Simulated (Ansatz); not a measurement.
Geometry relaxation, with input and output: BN (part 2 of 2)

The same run, continued: BN (Pm-3n, 12 atoms in the cell); DFT PBE, scalar-relativistic, plane waves, PAW, no spin polarisation (Ansatz 0.2.0); cutoff 420 eV, 6×6×6 k-mesh, Gaussian smearing of 0.02 eV. The structure was made by a generator, so it may or may not be a known phase.

Geometry of the input (Å; fractional positions):
```
4.4390  0.0000  0.0000
0.0000  4.4390  0.0000
0.0000  0.0000  4.4390
B  0.5000  0.0000  0.7500
B  0.7500  0.5000  0.0000
B  0.0000  0.7500  0.5000
B  0.5000  0.0000  0.2500
B  0.2500  0.5000  0.0000
B  0.0000  0.2500  0.5000
N  0.0000  0.5000  0.7500
N  0.7500  0.0000  0.5000
N  0.5000  0.7500  0.0000
N  0.0000  0.5000  0.2500
N  0.2500  0.0000  0.5000
N  0.5000  0.2500  0.0000
```

### Output, continued
```
--- Per-component energies (eV) ---
  E_band       = 25.778793
  E_kinetic    = 1105.866005
  E_local      = -1614.335228  (includes V_loc(G=0)·N_el)
  E_nonlocal   = 339.917872
  E_hartree    = 510.564441
  E_xc         = -557.327588
  E_vxc        = -692.601470  (∫ρ·V_xc dr)
  E_paw        = -1238.237269  (= ΣΔE_a)
  E_vpaw       = -134.197839  (= ΣTr[D̂ρ^β])
  E_aug_tail   = 0.000608  (compensation charges beyond the density's cutoff)
  E_ewald      = -1797.016032
  E_smearing   = -0.000000  (= −TS)
  E_closure    = -0.000000  (closes the sum)
  Σ components = -3250.567191   (vs F -3250.567191, Δ=0.00e0)
--- Forces (eV/Å), atoms counted from 1 ---
  atom   1  B      0.00000000     0.00000000    -0.00000000
  atom   2  B      0.00000000     0.00000000     0.00000000
  atom   3  B      0.00000000    -0.00000000    -0.00000000
  atom   4  B     -0.00000000    -0.00000000     0.00000000
  atom   5  B     -0.00000000    -0.00000000    -0.00000000
  atom   6  B     -0.00000000     0.00000000     0.00000000
  atom   7  N     -0.00000000    -0.00000000     0.00000000
  atom   8  N      0.00000000    -0.00000000    -0.00000000
  atom   9  N      0.00000000     0.00000000    -0.00000000
  atom  10  N      0.00000000     0.00000000    -0.00000000
  atom  11  N     -0.00000000     0.00000000     0.00000000
  atom  12  N     -0.00000000    -0.00000000     0.00000000
  max |Σ_I F_I| component: 6.42e-17 eV/Å
--- Stress (GPa, compression-positive) ---
        0.007658       0.000000       0.000000
        0.000000       0.007658       0.000000
        0.000000       0.000000       0.007658
  P = ⅓ Tr σ = 0.0077 GPa (0.077 kbar)
--- Band table (eV; the first three rows and the last of 20) ---
  k-point 0: bands = ["-11.2355", "-8.7312", "-8.7312", "-5.8254", "-5.8254", "-5.8254", "-1.9405", "-1.9405", "-1.5589", "0.4880", "0.4880", "0.4880", "3.4169", "3.4169", "3.4169", "4.7671", "4.7671", "4.7671", "5.2301", "5.2301", "5.2301", "8.3269", "8.3269", "8.3269", "14.5579", "14.7216", "14.7216", "14.7216", "14.9521", "15.2127", "15.2127", "15.2127", "19.7169", "19.7169", "19.7169", "20.0060"]
  k-point 1: bands = ["-11.1092", "-8.9601", "-8.6133", "-6.2299", "-5.7957", "-5.7957", "-1.9601", "-1.9062", "-1.0371", "0.3578", "0.3578", "1.0205", "3.2334", "3.2334", "3.5193", "4.4221", "5.0454", "5.0454", "5.0834", "5.3083", "5.3083", "7.6026", "8.2441", "8.2441", "13.6182", "14.4015", "15.1023", "15.1023", "15.3392", "15.3584", "15.3584", "16.5157", "19.3665", "19.3665", "19.8094", "20.0584"]
  k-point 2: bands = ["-10.7428", "-9.5242", "-8.2660", "-6.9925", "-5.7343", "-5.7343", "-2.0276", "-2.0087", "0.0919", "0.0919", "0.4428", "2.2862", "3.1635", "3.1635", "3.4812", "3.8101", "4.6568", "4.6568", "4.7062", "5.9033", "6.2224", "6.2224", "7.9888", "7.9888", "12.9697", "13.5425", "15.7358", "15.7358", "16.0216", "16.0216", "16.5751", "18.4252", "18.5491", "18.5491", "20.0185", "20.0704"]
  k-point 19: bands = ["-8.3926", "-8.3926", "-8.3926", "-8.3926", "-8.3926", "-8.3926", "-0.2721", "-0.2721", "2.7173", "2.7173", "2.7173", "2.7173", "2.7173", "2.7173", "4.0206", "4.0206", "4.0206", "4.0206", "4.0206", "4.0206", "5.2557", "5.2557", "5.2557", "5.2557", "16.5389", "16.5389", "16.5389", "16.5389", "16.5389", "16.5389", "17.5057", "17.5057", "17.8123", "17.8123", "17.8123", "17.8123"]
--- Relaxed structure (3 steps of the walk, 3 accepted, 1 SCFs on fresh bases) ---
  F+E_penalty+E_count = -3250.56719078 eV   max|allowed force component| = 1.473e-16 eV/Å   (the final SCF, on the basis selected at the relaxed cell)
  cell:  # Å, volume = 87.5394 Å³
    - [4.440186010156967, 1.4043239177823593e-35, -6.921310737641629e-35]
    - [1.4043239177823593e-35, 4.440186010156967, 0.0]
    - [-5.015442563508426e-36, 0.0, 4.440186010156967]
  atoms:
    - { symbol: B, position: [0.49999999999999994, 2.5836115805200565e-35, 0.7499999999999999] }
    - { symbol: B, position: [0.7499999999999999, 0.49999999999999994, 1.1816445093121946e-36] }
    - { symbol: B, position: [9.44374058039948e-36, 0.7499999999999999, 0.49999999999999994] }
    - { symbol: B, position: [0.49999999999999994, 2.888673589298664e-35, 0.24999999999999997] }
    - { symbol: B, position: [0.24999999999999997, 0.49999999999999994, 8.412743976656961e-36] }
    - { symbol: B, position: [1.1703459163944719e-35, 0.24999999999999997, 0.49999999999999994] }
    - { symbol: N, position: [-2.9649390914933145e-35, 0.49999999999999994, 0.7499999999999999] }
    - { symbol: N, position: [0.7499999999999999, 1.0470029437092939e-35, 0.49999999999999994] }
    - { symbol: N, position: [0.49999999999999994, 0.7499999999999999, -4.241680091196377e-36] }
    - { symbol: N, position: [-2.6259813039615284e-35, 0.49999999999999994, 0.24999999999999997] }
    - { symbol: N, position: [0.24999999999999997, 1.6458283683487818e-35, 0.49999999999999994] }
    - { symbol: N, position: [0.49999999999999994, 0.24999999999999997, -2.7163700473033397e-36] }
```

### Trajectory as extended XYZ (Å, eV, eV/Å), 4 frames, from step=1 to step=4
```
12
Lattice="4.4390 0.0000 0.0000 0.0000 4.4390 0.0000 0.0000 0.0000 4.4390" Properties=species:S:1:pos:R:3:forces:R:3 step=1 energy=-3250.56718 pressure_GPa=0.24
B     2.2195    0.0000    3.3292    0.0000   0.0000   0.0000
B     3.3292    2.2195    0.0000    0.0000   0.0000   0.0000
B     0.0000    3.3292    2.2195    0.0000   0.0000   0.0000
B     2.2195    0.0000    1.1097    0.0000   0.0000   0.0000
B     1.1097    2.2195    0.0000    0.0000   0.0000   0.0000
B     0.0000    1.1097    2.2195    0.0000   0.0000   0.0000
N     0.0000    2.2195    3.3292    0.0000   0.0000   0.0000
N     3.3292    0.0000    2.2195    0.0000   0.0000   0.0000
N     2.2195    3.3292    0.0000    0.0000   0.0000   0.0000
N     0.0000    2.2195    1.1097    0.0000   0.0000   0.0000
N     1.1097    0.0000    2.2195    0.0000   0.0000   0.0000
N     2.2195    1.1097    0.0000    0.0000   0.0000   0.0000
12
Lattice="4.4397 0.0000 0.0000 0.0000 4.4397 0.0000 0.0000 0.0000 4.4397" Properties=species:S:1:pos:R:3:forces:R:3 step=2 energy=-3250.56702 pressure_GPa=0.10
B     2.2198    0.0000    3.3298    0.0000   0.0000   0.0000
B     3.3298    2.2198    0.0000    0.0000   0.0000   0.0000
B     0.0000    3.3298    2.2198    0.0000   0.0000   0.0000
B     2.2198    0.0000    1.1099    0.0000   0.0000   0.0000
B     1.1099    2.2198    0.0000    0.0000   0.0000   0.0000
B     0.0000    1.1099    2.2198    0.0000   0.0000   0.0000
N     0.0000    2.2198    3.3298    0.0000   0.0000   0.0000
N     3.3298    0.0000    2.2198    0.0000   0.0000   0.0000
N     2.2198    3.3298    0.0000    0.0000   0.0000   0.0000
N     0.0000    2.2198    1.1099    0.0000   0.0000   0.0000
N     1.1099    0.0000    2.2198    0.0000   0.0000   0.0000
N     2.2198    1.1099    0.0000    0.0000   0.0000   0.0000
12
Lattice="4.4402 0.0000 0.0000 0.0000 4.4402 0.0000 0.0000 0.0000 4.4402" Properties=species:S:1:pos:R:3:forces:R:3 step=3 energy=-3250.56689 pressure_GPa=0.00
B     2.2201    0.0000    3.3301    0.0000   0.0000   0.0000
B     3.3301    2.2201    0.0000    0.0000   0.0000   0.0000
B     0.0000    3.3301    2.2201    0.0000   0.0000   0.0000
B     2.2201    0.0000    1.1100    0.0000   0.0000   0.0000
B     1.1100    2.2201    0.0000    0.0000   0.0000   0.0000
B     0.0000    1.1100    2.2201    0.0000   0.0000   0.0000
N     0.0000    2.2201    3.3301    0.0000   0.0000   0.0000
N     3.3301    0.0000    2.2201    0.0000   0.0000   0.0000
N     2.2201    3.3301    0.0000    0.0000   0.0000   0.0000
N     0.0000    2.2201    1.1100    0.0000   0.0000   0.0000
N     1.1100    0.0000    2.2201    0.0000   0.0000   0.0000
N     2.2201    1.1100    0.0000    0.0000   0.0000   0.0000
12
Lattice="4.4402 0.0000 0.0000 0.0000 4.4402 0.0000 0.0000 0.0000 4.4402" Properties=species:S:1:pos:R:3:forces:R:3 step=4 energy=-3250.56719 pressure_GPa=0.01
B     2.2201    0.0000    3.3301    0.0000   0.0000   0.0000
B     3.3301    2.2201    0.0000    0.0000   0.0000   0.0000
B     0.0000    3.3301    2.2201    0.0000   0.0000   0.0000
B     2.2201    0.0000    1.1100    0.0000   0.0000   0.0000
B     1.1100    2.2201    0.0000    0.0000   0.0000   0.0000
B     0.0000    1.1100    2.2201    0.0000   0.0000   0.0000
N     0.0000    2.2201    3.3301    0.0000   0.0000   0.0000
N     3.3301    0.0000    2.2201    0.0000   0.0000   0.0000
N     2.2201    3.3301    0.0000    0.0000   0.0000   0.0000
N     0.0000    2.2201    1.1100    0.0000   0.0000   0.0000
N     1.1100    0.0000    2.2201    0.0000   0.0000   0.0000
N     2.2201    1.1100    0.0000    0.0000   0.0000   0.0000
```

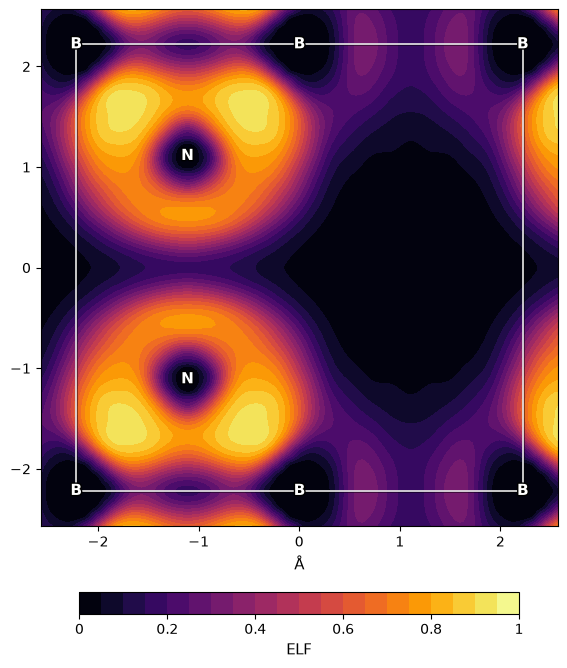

**Figure 1.** Electron localisation function on the (010) plane of the conventional cell. The section cuts through B and N sites. In a PAW calculation such maps are meaningful between the atoms, not at the nuclei.

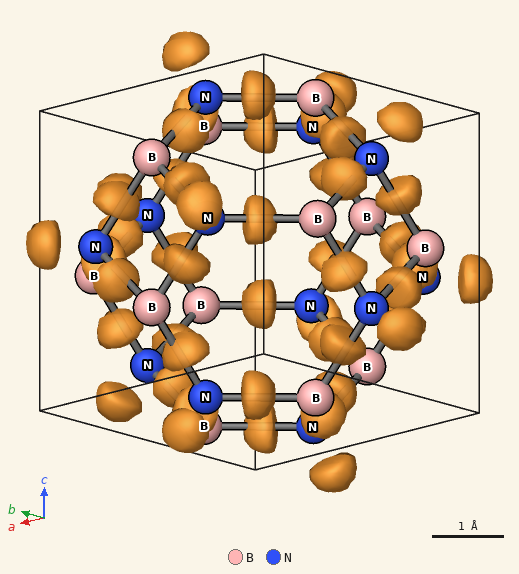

**Figure 2.** Isosurface of the electron localisation function at 0.85 (orange), seen at an oblique angle. Only the valence region is drawn (cores and ρ < 0.01 e/Å³ removed). Sticks mark near contacts. The outline is the cell set on symmetry axes. The ELF exceeds this value in 24 regions between bonded B–N atoms (shared pairs), counted in one cell of 12 atoms.  Values along the shortest contacts:
